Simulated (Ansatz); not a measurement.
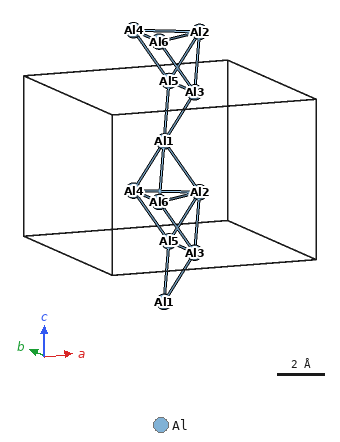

*The input geometry (ball-and-stick view of the cell of the calculation, with the vacuum cut short, seen slightly off an axis; bonded neighbours outside the cell are drawn too; atoms are numbered from 1 in the order of the input). An atom can appear more than once, as a periodic image.*

Geometry relaxation, with input and output: Al (part 1 of 3)

Al (6 atoms in the cell), computed with DFT PBE, scalar-relativistic, plane waves, PAW, no spin polarisation (Ansatz 0.2.0).

The structure derives from an entry of the Crystallography Open Database. It belongs to a series of runs on one base structure; here: wire along [1 1 1], 6 atoms a period. Figures and captions count atoms from 1; the log counts them from 0 in places.

## Input file
```yaml
crystal:
  lattice:
    - [11.5, 0.0, 0.0]
    - [0.0, 12.2, 0.0]
    - [0.0, 0.0, 7.0000085784]
  atoms:
    - { symbol: Al, position: [0.4641322208, 0.5, 0.6666666667] }
    - { symbol: Al, position: [0.6076033377, 0.5, 0.3333333333] }
    - { symbol: Al, position: [0.5358677792, 0.3828794453, 1.0] }
    - { symbol: Al, position: [0.3923966623, 0.6171205547, 0.3333333333] }
    - { symbol: Al, position: [0.5358677792, 0.6171205547, 1.0] }
    - { symbol: Al, position: [0.3923966623, 0.3828794453, 0.3333333333] }
basis:
  ecutwfc: 420
kpoints:
  mp_grid: { grid: [1, 1, 8] }
hamiltonian:
  xc: pbe
scf:
  occupations: { method: gaussian, width: 0.05 }
output:
  forces: true
  stress: true
  eigenvalues: true
  populations: true
  write_density: true
  write_potential: true
  elf: true
  volumetric_format: npy
relax:
  adjacent_minimum: "off"
  f_tol: 0.02
  max_steps: 45
  cell: { fix: [a, b, alpha, beta, gamma], stress_tol: 0.03 }
```

Machine: 4 threads of Arm Neoverse V2, 24 GiB of memory available, shared host.

Launched with:
```bash
ansatz run input.yaml --threads 4 --pin off --max-ram 11264MiB --backend cpu --events-out ev --progress --plain --runs-dir out
```

## Output
```
Engine: ansatz 0.2.0, aarch64-unknown-linux-gnu
Pseudopotentials: kind: paw
Pseudopotential: Al, paw, valence charge 3, recommended cutoff 420 eV (normal), Al.paw.azcp
Functional definition: PBE
  parameter kappa = 0.804
  parameter beta = 0.06672455060314922
  exchange = pbe_x(kappa = kappa, mu = beta*pi^2/3)
  correlation = pbe_c(beta = beta)
Crystal: 6 atoms, lattice volume = 982.101 Å³
Basis set: ecut = 420 eV, 19201 PW (Γ), exchange–correlation on 160×180×96 points (8 copies of the dense FFT grid, shifted against one another)
Bands: 15, of which v1, the nominal top of the filled ones, is band 9 counted from 1 (8 counted from 0)
Symmetry: 2 space group operations
Space group: Pm (ITA 6), of the structure as read, at distance tolerance 9.9e-5 Å
k-points: 5 of 8 (time reversal used)
Non-local potential: Al, projectors of the file, l = 0: 2, l = 1: 2, l = 2: 1
PAW form: soft (Blöchl's): semilocal exchange-correlation on the pseudo side does not see the compensation charge
PAW one-centre angular grid: Al, 110 points (default); XC on 64 Gauss nodes
Initial density: superposition of atomic densities (neutral atoms: chi_scale 0, normalization atom), corrected by the library's trained network
Initial wavefunctions: pseudopotential atomic-orbital guess
Functional: x = pbe(κ = 0.804, μ = 0.2195149727645171), c = pbe(β = 0.06672455060314922)
SCF iter   1: F=—  HF=-3217.093292 eV  |F-HF|=—  |Δ(HF+E_count)|=         —  Δρ=2.21e-3  dr2=1.44e-1  ethr=1.77e-3  ⟨swp⟩=8.8  Hψ=589  notcnv=0
preconditioner: auto → LDOS  [metal: Δε(μ)=0.021 eV  Ē_g=4.274 eV  σ=0.050 eV  W_gap=0.22  n_scr=42 (ndim 8)  ℏωp=5.0 eV  f_vac=0.592  D(μ)=11.94/eV (n_scr^D=54)  β→1.0]
SCF iter   2: F=—  HF=-3217.065574 eV  |F-HF|=—  |Δ(HF+E_count)|=   2.77e-2  Δρ=1.12e-3  dr2=2.72e-2  ethr=8.02e-4  ⟨swp⟩=2.8  Hψ=181  notcnv=0  defer=5
SCF iter   3: F=—  HF=-3217.068115 eV  |F-HF|=—  |Δ(HF+E_count)|=   2.54e-3  Δρ=5.29e-4  dr2=1.08e-2  ethr=1.51e-4  ⟨swp⟩=2.0  Hψ=133  notcnv=0  defer=5
SCF iter   4: F=—  HF=-3217.067824 eV  |F-HF|=—  |Δ(HF+E_count)|=   2.90e-4  Δρ=3.03e-4  dr2=2.71e-3  ethr=6.01e-5  ⟨swp⟩=1.0  Hψ=70  notcnv=0  defer=5
SCF iter   5: F=—  HF=-3217.067775 eV  |F-HF|=—  |Δ(HF+E_count)|=   4.95e-5  Δρ=1.48e-4  dr2=1.02e-3  ethr=1.51e-5  ⟨swp⟩=2.0  Hψ=114  notcnv=0  defer=5
SCF iter   6: F=—  HF=-3217.067706 eV  |F-HF|=—  |Δ(HF+E_count)|=   6.92e-5  Δρ=5.74e-5  dr2=6.43e-5  ethr=5.65e-6  ⟨swp⟩=2.0  Hψ=98  notcnv=0  defer=5
SCF iter   7: F=—  HF=-3217.067803 eV  |F-HF|=—  |Δ(HF+E_count)|=   9.74e-5  Δρ=2.05e-5  dr2=1.88e-5  ethr=3.57e-7  ⟨swp⟩=2.0  Hψ=122  notcnv=0  defer=5
SCF iter   8: F=—  HF=-3217.067804 eV  |F-HF|=—  |Δ(HF+E_count)|=   5.15e-7  Δρ=6.83e-6  dr2=8.60e-7  ethr=1.04e-7  ⟨swp⟩=2.2  Hψ=110  notcnv=0  defer=5
SCF iter   9: F=—  HF=-3217.067804 eV  |F-HF|=—  |Δ(HF+E_count)|=   4.32e-7  Δρ=2.67e-6  dr2=2.98e-7  ethr=4.78e-9  ⟨swp⟩=2.4  Hψ=114  notcnv=0  defer=5
SCF iter  10: F=-3217.067804 eV  HF=-3217.067804 eV  |F-HF|=6.70e-8  |Δ(HF+E_count)|=   5.70e-9  Δρ=1.37e-6  dr2=9.28e-8  ethr=5.56e-10  ⟨swp⟩=16.0  Hψ=604  notcnv=0
SCF 1 converged in 10 iterations: F = -3217.067804 eV  dr2 = 9.28e-8
  greatest PAW one-centre occupation: 0.530 electrons in one spin orbital (limit 2), on the Al atom at site 5 (counted from 0), in its partial waves of l = 0
relax step   1: F+E_penalty+E_count = -3217.06780406 eV  Δ(F+E_penalty+E_count) = +0.000e0 eV  max|allowed force component| = 9.882e-1 eV/Å  Δτ_max = 0.0000 Å  P = -0.766 GPa  Ω = 982.101 Å³  fix = [a, b, alpha, beta, gamma]  reactions: a -0.363, b -0.311 GPa; beta +0.134 GPa/rad  (10 SCF iters, dr2 threshold 1.00e-7 eV, accepted)
Crystal: 6 atoms, lattice volume = 934.446 Å³
Basis set: ecut = 420 eV, 18237 PW (Γ), exchange–correlation on 160×180×96 points (8 copies of the dense FFT grid, shifted against one another)
Initial density: handed on by an earlier stage of this run
Initial wavefunctions: those handed on with the density
iter 1 solved again at ethr=2.04e-3 eV; its pass at ethr=3.10e-3 eV (dr2=3.66e-1 eV) is discarded
SCF iter   1: F=—  HF=-3217.890886 eV  |F-HF|=—  |Δ(HF+E_count)|=         —  Δρ=3.55e-3  dr2=3.75e-1  ethr=2.04e-3  ⟨swp⟩=1.0  Hψ=686  notcnv=0
preconditioner: auto → Resta (q_TF=auto, 1.413 Å⁻¹)  ε∞=2.2  [insulator: Δε(μ)=0.238 eV  Ē_g=4.637 eV  σ=0.050 eV  W_gap=1.00  n_scr=42 (ndim 8)  ℏωp=5.2 eV  f_vac=0.623  D(μ)=0.02/eV (n_scr^D=0)  ε∞_Penn≈2.2  vacuum switching on, ρ_ref=1.6e-3 e/Å³]
SCF iter   2: F=—  HF=-3217.790543 eV  |F-HF|=—  |Δ(HF+E_count)|=   1.00e-1  Δρ=1.16e-3  dr2=3.56e-2  ethr=2.04e-3  ⟨swp⟩=2.4  Hψ=133  notcnv=0
SCF iter   3: F=—  HF=-3217.786758 eV  |F-HF|=—  |Δ(HF+E_count)|=   3.79e-3  Δρ=6.89e-4  dr2=1.99e-2  ethr=1.98e-4  ⟨swp⟩=4.0  Hψ=185  notcnv=0  defer=5
SCF iter   4: F=—  HF=-3217.783801 eV  |F-HF|=—  |Δ(HF+E_count)|=   2.96e-3  Δρ=2.94e-4  dr2=1.90e-3  ethr=1.10e-4  ⟨swp⟩=2.0  Hψ=85  notcnv=0  defer=5
SCF iter   5: F=—  HF=-3217.783564 eV  |F-HF|=—  |Δ(HF+E_count)|=   2.37e-4  Δρ=8.43e-5  dr2=1.68e-4  ethr=1.06e-5  ⟨swp⟩=2.2  Hψ=102  notcnv=0  defer=5
SCF iter   6: F=—  HF=-3217.783626 eV  |F-HF|=—  |Δ(HF+E_count)|=   6.24e-5  Δρ=2.58e-5  dr2=1.33e-5  ethr=9.34e-7  ⟨swp⟩=2.2  Hψ=120  notcnv=0  defer=2
SCF iter   7: F=—  HF=-3217.783631 eV  |F-HF|=—  |Δ(HF+E_count)|=   4.37e-6  Δρ=1.05e-5  dr2=3.22e-6  ethr=7.39e-8  ⟨swp⟩=2.4  Hψ=109  notcnv=0  defer=2
SCF iter   8: F=-3217.783631 eV  HF=-3217.783631 eV  |F-HF|=4.59e-9  |Δ(HF+E_count)|=   6.52e-7  Δρ=4.36e-6  dr2=4.86e-7  ethr=3.33e-9  ⟨swp⟩=17.6  Hψ=696  notcnv=0
SCF 2 converged in 8 iterations: F = -3217.783631 eV  dr2 = 4.86e-7
  greatest PAW one-centre occupation: 0.529 electrons in one spin orbital (limit 2), on the Al atom at site 5 (counted from 0), in its partial waves of l = 0
relax step   2: F+E_penalty+E_count = -3217.78363125 eV  Δ(F+E_penalty+E_count) = -7.158e-1 eV  max|allowed force component| = 3.519e-1 eV/Å  Δτ_max = 0.1969 Å  P = -0.405 GPa  Ω = 934.446 Å³  energy of the carried Pulay correction = +1.527e-3 eV  fix = [a, b, alpha, beta, gamma]  reactions: a -0.137, b +0.021 GPa; beta +0.076 GPa/rad  (8 SCF iters, dr2 threshold 6.00e-7 eV, accepted)
Crystal: 6 atoms, lattice volume = 886.534 Å³
Basis set: ecut = 420 eV, 17307 PW (Γ), exchange–correlation on 160×180×96 points (8 copies of the dense FFT grid, shifted against one another)
iter 1 solved again at ethr=1.19e-3 eV; its pass at ethr=3.10e-3 eV (dr2=2.14e-1 eV) is discarded
SCF iter   1: F=—  HF=-3218.022329 eV  |F-HF|=—  |Δ(HF+E_count)|=         —  Δρ=2.51e-3  dr2=2.22e-1  ethr=1.19e-3  ⟨swp⟩=1.0  Hψ=656  notcnv=0
preconditioner: auto → Resta (q_TF=auto, 1.425 Å⁻¹)  ε∞=2.2  [insulator: Δε(μ)=0.256 eV  Ē_g=4.787 eV  σ=0.050 eV  W_gap=1.00  n_scr=38 (ndim 8)  ℏωp=5.3 eV  f_vac=0.622  D(μ)=0.01/eV (n_scr^D=0)  ε∞_Penn≈2.2  vacuum switching on, ρ_ref=1.7e-3 e/Å³]
SCF iter   2: F=—  HF=-3217.965114 eV  |F-HF|=—  |Δ(HF+E_count)|=   5.72e-2  Δρ=8.84e-4  dr2=2.27e-2  ethr=1.19e-3  ⟨swp⟩=2.6  Hψ=136  notcnv=0
SCF iter   3: F=—  HF=-3217.962547 eV  |F-HF|=—  |Δ(HF+E_count)|=   2.57e-3  Δρ=4.94e-4  dr2=8.95e-3  ethr=1.26e-4  ⟨swp⟩=2.8  Hψ=118  notcnv=0
SCF iter   4: F=—  HF=-3217.961216 eV  |F-HF|=—  |Δ(HF+E_count)|=   1.33e-3  Δρ=2.26e-4  dr2=9.82e-4  ethr=4.97e-5  ⟨swp⟩=2.6  Hψ=101  notcnv=0
SCF iter   5: F=—  HF=-3217.961161 eV  |F-HF|=—  |Δ(HF+E_count)|=   5.47e-5  Δρ=6.55e-5  dr2=9.48e-5  ethr=5.46e-6  ⟨swp⟩=2.2  Hψ=119  notcnv=0
SCF iter   6: F=—  HF=-3217.961199 eV  |F-HF|=—  |Δ(HF+E_count)|=   3.79e-5  Δρ=2.19e-5  dr2=8.83e-6  ethr=5.27e-7  ⟨swp⟩=2.0  Hψ=113  notcnv=0
SCF iter   7: F=—  HF=-3217.961202 eV  |F-HF|=—  |Δ(HF+E_count)|=   3.76e-6  Δρ=7.31e-6  dr2=1.44e-6  ethr=4.90e-8  ⟨swp⟩=2.0  Hψ=103  notcnv=0
SCF iter   8: F=-3217.961203 eV  HF=-3217.961203 eV  |F-HF|=1.64e-8  |Δ(HF+E_count)|=   2.43e-7  Δρ=2.31e-6  dr2=1.18e-7  ethr=3.33e-9  ⟨swp⟩=13.8  Hψ=643  notcnv=0
SCF 3 converged in 8 iterations: F = -3217.961203 eV  dr2 = 1.18e-7
  greatest PAW one-centre occupation: 0.532 electrons in one spin orbital (limit 2), on the Al atom at site 5 (counted from 0), in its partial waves of l = 0
relax step   3: F+E_penalty+E_count = -3217.96120272 eV  Δ(F+E_penalty+E_count) = -1.776e-1 eV  max|allowed force component| = 6.202e-1 eV/Å  Δτ_max = 0.1434 Å  P = +0.032 GPa  Ω = 886.534 Å³  energy of the carried Pulay correction = +3.142e-3 eV  fix = [a, b, alpha, beta, gamma]  reactions: a +0.149, b -0.066 GPa; beta -0.051 GPa/rad  (8 SCF iters, dr2 threshold 6.00e-7 eV, accepted)
Crystal: 6 atoms, lattice volume = 875.835 Å³
Basis set: ecut = 420 eV, 17095 PW (Γ), exchange–correlation on 160×180×96 points (8 copies of the dense FFT grid, shifted against one another)
iter 1 solved again at ethr=2.06e-4 eV; its pass at ethr=3.10e-3 eV (dr2=3.70e-2 eV) is discarded
SCF iter   1: F=—  HF=-3218.011392 eV  |F-HF|=—  |Δ(HF+E_count)|=         —  Δρ=1.26e-3  dr2=3.90e-2  ethr=2.06e-4  ⟨swp⟩=1.4  Hψ=634  notcnv=0
preconditioner: auto → Resta (q_TF=auto, 1.428 Å⁻¹)  ε∞=2.3  [insulator: Δε(μ)=0.324 eV  Ē_g=4.748 eV  σ=0.050 eV  W_gap=1.00  n_scr=38 (ndim 8)  ℏωp=5.3 eV  f_vac=0.626  D(μ)=0.00/eV (n_scr^D=0)  ε∞_Penn≈2.3  vacuum switching on, ρ_ref=1.6e-3 e/Å³]
SCF iter   2: F=—  HF=-3218.002341 eV  |F-HF|=—  |Δ(HF+E_count)|=   9.05e-3  Δρ=4.44e-4  dr2=4.24e-3  ethr=2.06e-4  ⟨swp⟩=2.6  Hψ=136  notcnv=0
SCF iter   3: F=—  HF=-3218.001796 eV  |F-HF|=—  |Δ(HF+E_count)|=   5.44e-4  Δρ=2.48e-4  dr2=1.23e-3  ethr=2.36e-5  ⟨swp⟩=2.6  Hψ=118  notcnv=0
SCF iter   4: F=—  HF=-3218.001744 eV  |F-HF|=—  |Δ(HF+E_count)|=   5.22e-5  Δρ=1.31e-4  dr2=5.68e-4  ethr=6.85e-6  ⟨swp⟩=2.2  Hψ=93  notcnv=0
SCF iter   5: F=—  HF=-3218.001770 eV  |F-HF|=—  |Δ(HF+E_count)|=   2.58e-5  Δρ=3.52e-5  dr2=2.28e-5  ethr=3.16e-6  ⟨swp⟩=2.0  Hψ=101  notcnv=0
SCF iter   6: F=—  HF=-3218.001774 eV  |F-HF|=—  |Δ(HF+E_count)|=   3.78e-6  Δρ=1.33e-5  dr2=3.43e-6  ethr=1.27e-7  ⟨swp⟩=2.2  Hψ=116  notcnv=0
iter 7 did not close the SCF: its close was put off until two iterations running show no level that it waits for move by more than its bar (scf_convergence_deferred on its scf_iter line)
SCF iter   7: F=-3218.001775 eV  HF=-3218.001775 eV  |F-HF|=1.68e-7  |Δ(HF+E_count)|=   1.08e-6  Δρ=4.14e-6  dr2=2.93e-7  ethr=3.33e-9  ⟨swp⟩=15.2  Hψ=656  notcnv=0
iter 8 did not close the SCF: its close was put off until two iterations running show no level that it waits for move by more than its bar (scf_convergence_deferred on its scf_iter line)
SCF iter   8: F=-3218.001775 eV  HF=-3218.001775 eV  |F-HF|=6.46e-9  |Δ(HF+E_count)|=   2.20e-7  Δρ=8.83e-7  dr2=1.39e-8  ethr=1.63e-9  ⟨swp⟩=8.0  Hψ=510  notcnv=0
SCF iter   9: F=-3218.001775 eV  HF=-3218.001775 eV  |F-HF|=6.46e-10  |Δ(HF+E_count)|=   9.97e-9  Δρ=2.63e-7  dr2=1.06e-9  ethr=7.69e-11  ⟨swp⟩=7.0  Hψ=467  notcnv=0
SCF 4 converged in 9 iterations: F = -3218.001775 eV  dr2 = 1.06e-9
  greatest PAW one-centre occupation: 0.533 electrons in one spin orbital (limit 2), on the Al atom at site 5 (counted from 0), in its partial waves of l = 0
relax step   4: F+E_penalty+E_count = -3218.00177516 eV  Δ(F+E_penalty+E_count) = -4.057e-2 eV  max|allowed force component| = 2.623e-1 eV/Å  Δτ_max = 0.0926 Å  P = +0.072 GPa  Ω = 875.835 Å³  energy of the carried Pulay correction = +3.514e-3 eV  fix = [a, b, alpha, beta, gamma]  reactions: a +0.034, b +0.114 GPa; beta -0.101 GPa/rad  (9 SCF iters, dr2 threshold 6.00e-7 eV, accepted)
Crystal: 6 atoms, lattice volume = 879.017 Å³
Basis set: ecut = 420 eV, 17195 PW (Γ), exchange–correlation on 160×180×96 points (8 copies of the dense FFT grid, shifted against one another)
iter 1 solved again at ethr=6.46e-5 eV; its pass at ethr=3.10e-3 eV (dr2=1.16e-2 eV) is discarded
SCF iter   1: F=—  HF=-3218.020403 eV  |F-HF|=—  |Δ(HF+E_count)|=         —  Δρ=7.06e-4  dr2=1.24e-2  ethr=6.46e-5  ⟨swp⟩=1.4  Hψ=617  notcnv=0
preconditioner: auto → Resta (q_TF=auto, 1.427 Å⁻¹)  ε∞=2.3  [insulator: Δε(μ)=0.260 eV  Ē_g=4.693 eV  σ=0.050 eV  W_gap=1.00  n_scr=38 (ndim 8)  ℏωp=5.3 eV  f_vac=0.624  D(μ)=0.01/eV (n_scr^D=0)  ε∞_Penn≈2.3  vacuum switching on, ρ_ref=1.6e-3 e/Å³]
SCF iter   2: F=—  HF=-3218.017484 eV  |F-HF|=—  |Δ(HF+E_count)|=   2.92e-3  Δρ=2.63e-4  dr2=1.38e-3  ethr=6.46e-5  ⟨swp⟩=2.6  Hψ=112  notcnv=0
SCF iter   3: F=—  HF=-3218.017306 eV  |F-HF|=—  |Δ(HF+E_count)|=   1.77e-4  Δρ=1.38e-4  dr2=4.04e-4  ethr=7.64e-6  ⟨swp⟩=2.8  Hψ=114  notcnv=0
SCF iter   4: F=—  HF=-3218.017365 eV  |F-HF|=—  |Δ(HF+E_count)|=   5.85e-5  Δρ=6.33e-5  dr2=1.28e-4  ethr=2.25e-6  ⟨swp⟩=2.2  Hψ=93  notcnv=0
SCF iter   5: F=—  HF=-3218.017350 eV  |F-HF|=—  |Δ(HF+E_count)|=   1.46e-5  Δρ=1.84e-5  dr2=6.90e-6  ethr=7.09e-7  ⟨swp⟩=2.6  Hψ=100  notcnv=0
SCF iter   6: F=—  HF=-3218.017351 eV  |F-HF|=—  |Δ(HF+E_count)|=   4.95e-7  Δρ=6.79e-6  dr2=7.89e-7  ethr=3.84e-8  ⟨swp⟩=2.6  Hψ=121  notcnv=0
SCF iter   7: F=-3218.017351 eV  HF=-3218.017351 eV  |F-HF|=7.67e-8  |Δ(HF+E_count)|=   2.93e-7  Δρ=2.47e-6  dr2=9.30e-8  ethr=3.33e-9  ⟨swp⟩=12.8  Hψ=604  notcnv=0
SCF 5 converged in 7 iterations: F = -3218.017351 eV  dr2 = 9.30e-8
relax step   5: F+E_penalty+E_count = -3218.01735125 eV  Δ(F+E_penalty+E_count) = -1.558e-2 eV  max|allowed force component| = 7.622e-2 eV/Å  Δτ_max = 0.0439 Å  P = -0.044 GPa  Ω = 879.017 Å³  energy of the carried Pulay correction = +3.403e-3 eV  fix = [a, b, alpha, beta, gamma]  reactions: a -0.019, b -0.062 GPa; beta +0.014 GPa/rad  (7 SCF iters, dr2 threshold 6.00e-7 eV, accepted)
Crystal: 6 atoms, lattice volume = 877.533 Å³
Basis set: ecut = 420 eV, 17135 PW (Γ), exchange–correlation on 160×180×96 points (8 copies of the dense FFT grid, shifted against one another)
iter 1 solved again at ethr=4.38e-6 eV; its pass at ethr=3.10e-3 eV (dr2=7.88e-4 eV) is discarded
SCF iter   1: F=—  HF=-3218.018985 eV  |F-HF|=—  |Δ(HF+E_count)|=         —  Δρ=1.99e-4  dr2=1.15e-3  ethr=4.38e-6  ⟨swp⟩=3.0  Hψ=608  notcnv=0
eigensolver tolerance schedule calibrated: the retry pair's looser diagonalisation under-reported the residual by θ = 0.31 (0.11/decade); ethr = c·dr2/N_el runs at the constant in force after the calibration composes with the one it found (an armed cap, an earlier calibration), c = 8.2e-2
preconditioner: auto → Resta (q_TF=auto, 1.427 Å⁻¹)  ε∞=2.3  [insulator: Δε(μ)=0.291 eV  Ē_g=4.726 eV  σ=0.050 eV  W_gap=1.00  n_scr=38 (ndim 8)  ℏωp=5.3 eV  f_vac=0.625  D(μ)=0.00/eV (n_scr^D=0)  ε∞_Penn≈2.3  vacuum switching on, ρ_ref=1.6e-3 e/Å³]
SCF iter   2: F=—  HF=-3218.018663 eV  |F-HF|=—  |Δ(HF+E_count)|=   3.22e-4  Δρ=5.66e-5  dr2=6.15e-5  ethr=4.38e-6  ⟨swp⟩=2.0  Hψ=108  notcnv=0
SCF iter   3: F=—  HF=-3218.018749 eV  |F-HF|=—  |Δ(HF+E_count)|=   8.62e-5  Δρ=2.91e-5  dr2=1.90e-5  ethr=2.81e-7  ⟨swp⟩=2.0  Hψ=116  notcnv=0
SCF iter   4: F=—  HF=-3218.018747 eV  |F-HF|=—  |Δ(HF+E_count)|=   2.32e-6  Δρ=1.41e-5  dr2=5.42e-6  ethr=8.68e-8  ⟨swp⟩=2.8  Hψ=114  notcnv=0
SCF iter   5: F=—  HF=-3218.018746 eV  |F-HF|=—  |Δ(HF+E_count)|=   4.78e-7  Δρ=5.36e-6  dr2=9.18e-7  ethr=2.48e-8  ⟨swp⟩=2.0  Hψ=90  notcnv=0
SCF iter   6: F=-3218.018746 eV  HF=-3218.018746 eV  |F-HF|=2.23e-8  |Δ(HF+E_count)|=   8.71e-8  Δρ=1.80e-6  dr2=4.84e-8  ethr=1.66e-9  ⟨swp⟩=11.8  Hψ=589  notcnv=0
SCF 6 converged in 6 iterations: F = -3218.018746 eV  dr2 = 4.84e-8
relax step   6: F+E_penalty+E_count = -3218.01874613 eV  Δ(F+E_penalty+E_count) = -1.395e-3 eV  max|allowed force component| = 2.003e-2 eV/Å  Δτ_max = 0.0096 Å  P = +0.006 GPa  Ω = 877.533 Å³  energy of the carried Pulay correction = +3.454e-3 eV  fix = [a, b, alpha, beta, gamma]  reactions: a +0.004, b -0.000 GPa; beta +0.002 GPa/rad  (6 SCF iters, dr2 threshold 3.63e-7 eV, accepted)
Crystal: 6 atoms, lattice volume = 877.854 Å³
Basis set: ecut = 420 eV, 17159 PW (Γ), exchange–correlation on 160×180×96 points (8 copies of the dense FFT grid, shifted against one another)
iter 1 solved again at ethr=3.88e-7 eV; its pass at ethr=3.10e-3 eV (dr2=6.98e-5 eV) is discarded
SCF iter   1: F=—  HF=-3218.018860 eV  |F-HF|=—  |Δ(HF+E_count)|=         —  Δρ=5.82e-5  dr2=8.55e-5  ethr=3.88e-7  ⟨swp⟩=2.6  Hψ=610  notcnv=0
preconditioner: auto → Resta (q_TF=auto, 1.427 Å⁻¹)  ε∞=2.3  [insulator: Δε(μ)=0.287 eV  Ē_g=4.718 eV  σ=0.050 eV  W_gap=1.00  n_scr=38 (ndim 8)  ℏωp=5.3 eV  f_vac=0.625  D(μ)=0.00/eV (n_scr^D=0)  ε∞_Penn≈2.3  vacuum switching on, ρ_ref=1.6e-3 e/Å³]
SCF iter   2: F=—  HF=-3218.018916 eV  |F-HF|=—  |Δ(HF+E_count)|=   5.62e-5  Δρ=2.13e-5  dr2=6.68e-6  ethr=3.88e-7  ⟨swp⟩=2.2  Hψ=114  notcnv=0
SCF iter   3: F=—  HF=-3218.018937 eV  |F-HF|=—  |Δ(HF+E_count)|=   2.05e-5  Δρ=1.03e-5  dr2=1.91e-6  ethr=3.71e-8  ⟨swp⟩=2.6  Hψ=120  notcnv=0
SCF iter   4: F=—  HF=-3218.018937 eV  |F-HF|=—  |Δ(HF+E_count)|=   1.78e-7  Δρ=5.29e-6  dr2=1.50e-6  ethr=1.06e-8  ⟨swp⟩=2.6  Hψ=105  notcnv=0
SCF iter   5: F=—  HF=-3218.018937 eV  |F-HF|=—  |Δ(HF+E_count)|=   1.91e-7  Δρ=1.32e-6  dr2=3.89e-8  ethr=8.31e-9  ⟨swp⟩=2.4  Hψ=90  notcnv=0
SCF iter   6: F=-3218.018937 eV  HF=-3218.018937 eV  |F-HF|=1.76e-9  |Δ(HF+E_count)|=   1.09e-8  Δρ=4.96e-7  dr2=4.18e-9  ethr=1.39e-10  ⟨swp⟩=11.2  Hψ=498  notcnv=0
SCF 7 converged in 6 iterations: F = -3218.018937 eV  dr2 = 4.18e-9
```
